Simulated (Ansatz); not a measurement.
**As: density, localisation and related maps**

Input

```
crystal:
  lattice:
    - [-1.6886927881, 1.6886927881, 1.6886927881]
    - [1.6886927881, -1.6886927881, 1.6886927881]
    - [1.6886927881, 1.6886927881, -1.6886927881]
  atoms:
    - { symbol: As, position: [0.0, 0.0, 0.0] }
hamiltonian:
  xc: lda
  pseudopotentials:
    kind: paw
    azcp:
      As: "pseudopotentials/As.paw.azcp"
basis:
  ecutwfc: 420
  fft_grid_basis: typed
kpoints:
  mp_grid: { grid: [15, 15, 15], shift: [0, 0, 0] }
magnetization:
  spin_polarized: false
scf:
  occupations: { method: fermi_dirac, width: 0.1 }
  lower_state_search: "off"
output:
  stress: true
  write_density: true
  write_potential: true
  elf: true
  volumetric_format: npy
```

Below, planes, directions and counts refer to the conventional cell (a = 3.38 Å, b = 3.38 Å, c = 3.38 Å, α = 90.00°, β = 90.00°, γ = 90.00°).

Space group Im-3m; set up as As, bcc; a generated structure, not necessarily the stable one; changed on purpose from its base cell (volume × 1.08); computed pressure about −6 GPa in this cell; computed without spin polarisation.

These are results of DFT, LDA (PW92), plane waves (420 eV) with PAW, scalar-relativistic in Ansatz 0.2.0, not measurements.

Core electrons are frozen (PAW), and the valence fields are smoothed inside the atomic spheres.

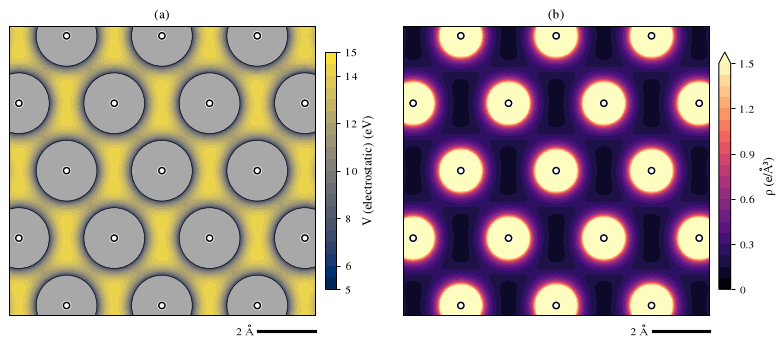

Figure 1. (a) electrostatic potential energy of an electron; (b) valence electron density on the (011̄) plane of the conventional cell. Circles mark the nuclei in the plane (As). Grey discs cover the atomic cores in the potential map.

Read the bonding off the picture.

Answer. The section cuts through As sites. As–As (2.92 Å): ρ is about 0.23 e/Å³ halfway. Between the atoms the lowest density in this plane is 0.11 e/Å³. Outside the cores the potential energy rises away from the atoms and is highest about 1.8 Å from the nearest atoms; its zero is arbitrary.

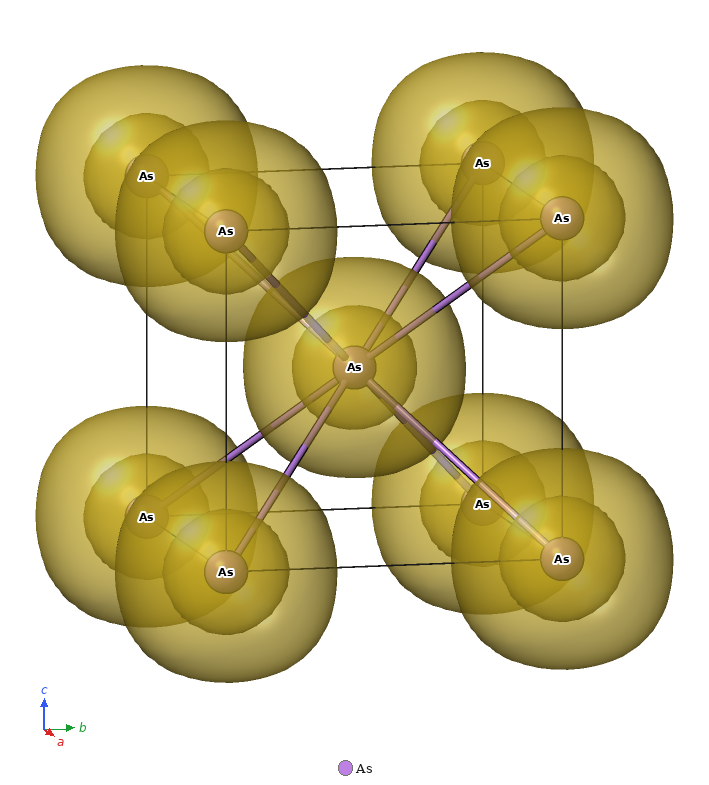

Figure 2. Isosurface of the electron localisation function at 0.55 (yellow), seen slightly off an axis. Only the valence region is drawn (cores and ρ < 0.01 e/Å³ removed). Sticks mark near contacts.

Where are the electrons localised?

Answer. The ELF exceeds this value in two regions wrapped around As (the valence shell of each), counted in one cell of 2 atoms. Regions shared between cells count once. Along the contacts the grid gives the following. As–As (2.92 Å): the ELF is about 0.40 at the midpoint.

Does the calculation give a band gap?

Answer. It is gapless in this calculation (a metal or semimetal).
